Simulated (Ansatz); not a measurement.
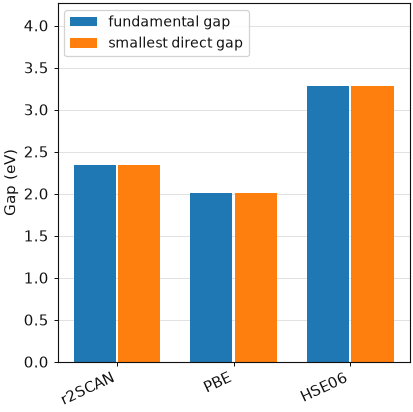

Gaps of BaO, space group R-3m, 2 atoms in the cell, rocksalt type, epitaxial (111) strain −1.0%, at several levels of theory on one cell (Ansatz, plane waves and PAW; edges over the mesh and the special points).

> How does the gap depend on the level, and does its kind change?

In rising order: PBE 2.01 eV, r2SCAN 2.34 eV and HSE06 3.28 eV. It is direct at every level.
